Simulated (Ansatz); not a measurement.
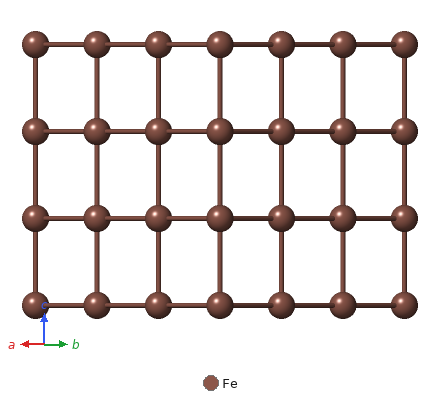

Fe (Pm-3m, No. 221): the end point of a relaxation with Ansatz 0.2.0, DFT, PBE, plane waves (420 eV) with PAW, scalar-relativistic; the starting structure was generated, so it need not be a known form of this composition.

```cif
data_structure
_symmetry_space_group_name_H-M 'Pm-3m'
_symmetry_Int_Tables_number 221
_cell_length_a 2.3726
_cell_length_b 2.3726
_cell_length_c 2.3726
_cell_angle_alpha 90.000
_cell_angle_beta 90.000
_cell_angle_gamma 90.000
_cell_volume 13.36
loop_
_atom_site_label
_atom_site_type_symbol
_atom_site_symmetry_multiplicity
_atom_site_Wyckoff_symbol
_atom_site_fract_x
_atom_site_fract_y
_atom_site_fract_z
_atom_site_occupancy
Fe1 Fe 1 a 0.00000 0.00000 0.00000 1
```

Question: What will a Z-contrast image along [110] show? Simulated incoherent Z contrast: every atom adds Z^1.8 spread by a probe of 0.93 Å full width; channelling and multiple scattering are left out. The probe carries 25 % of its weight in a tail 2.5 times as wide. The display is stretched by a gamma of 0.8; percentages refer to the linear signal. Shot noise was added.

Answer: The columns repeat on a rectangular net of 1.68 × 2.37 Å (plane group p2mm). All columns are alike (Fe). The shortest distance between visible columns is 1.68 Å in projection. Along the beam the structure repeats every 3.36 Å.

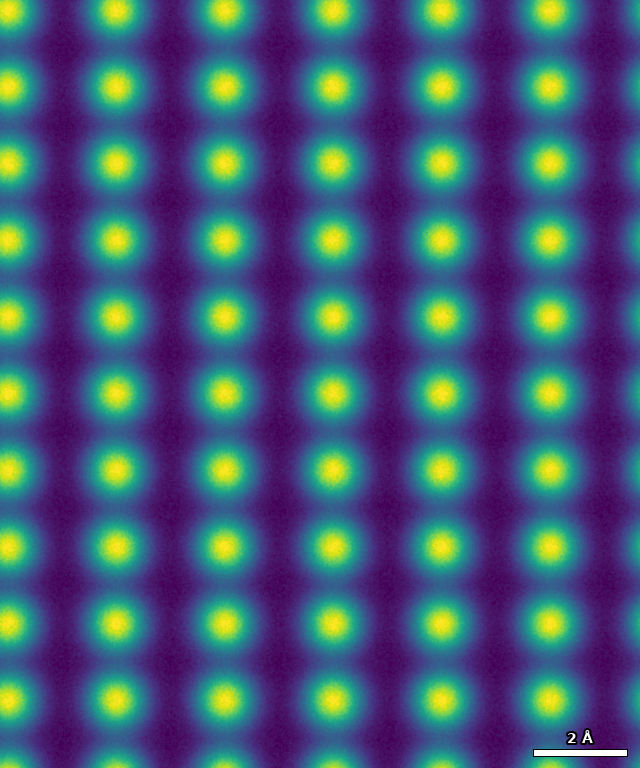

The simulated image.
